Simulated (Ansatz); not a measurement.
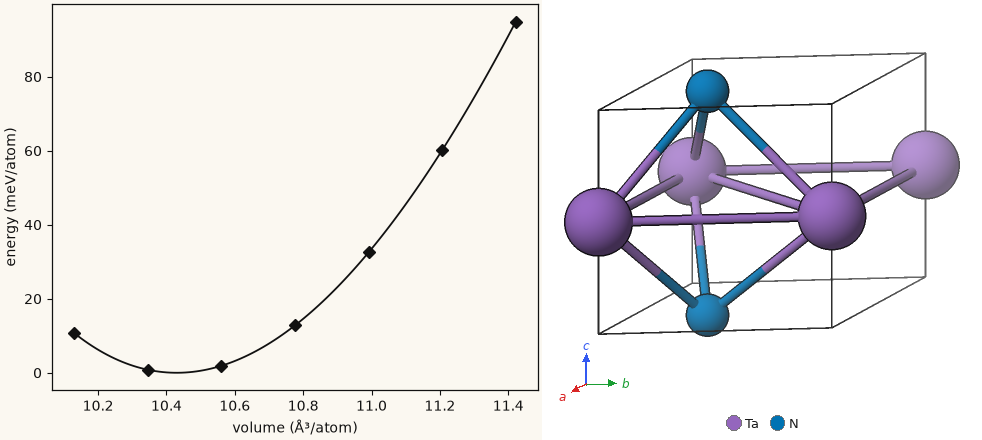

The plot gives the computed energy against volume for TaN, space group P-6m2 (No. 187). The conventional cell is drawn beside the plot.

Structure:
```
CELL_PARAMETERS angstrom
2.93800 0.00000 0.00000
-1.46900 2.54438 0.00000
0.00000 0.00000 2.88300
ATOMIC_POSITIONS crystal
Ta 0.00000 0.00000 0.50000
N 0.66667 0.33333 0.00000
```

Calculation (Ansatz 0.2.0): all-electron LAPW DFT, no spin polarisation; energies at scaled volumes of the given cell, shape and fractions fixed, counted from the fit's minimum, third-order Birch-Murnaghan fit. Level: LDA.

```tsv
setting	value
k mesh	10×10×9
occupations	Fermi–Dirac
smearing width	0.05 eV
potentials	all electron LAPW, scalar relativistic
program settings	basis error eV/atom 0.001
```

This calculation gives: equilibrium volume 10.43 Å³/atom and bulk modulus 378 GPa.

Now the level changes from LDA to PBEsol. How do these quantities change?

The equilibrium volume rises from 10.43 to 10.63 Å³/atom (+1.9 %) and the bulk modulus falls from 378 to 360 GPa (−4.8 %).

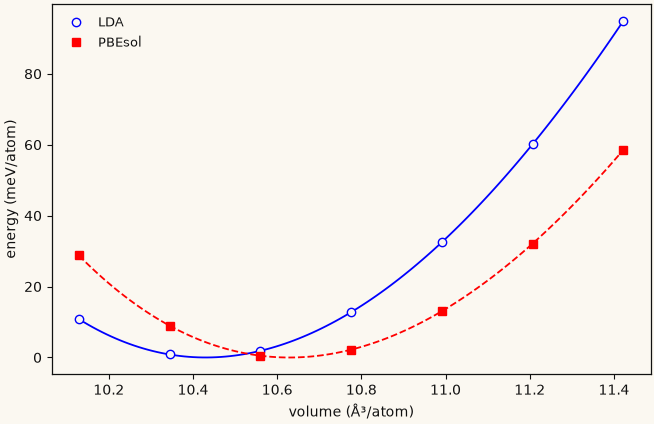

The two results together.

For both, limits of the calculation: shape and atomic fractions are frozen while scaling, which makes layered, chain and framework solids too stiff.

V0 and the bulk modulus come from third-order Birch–Murnaghan fits.
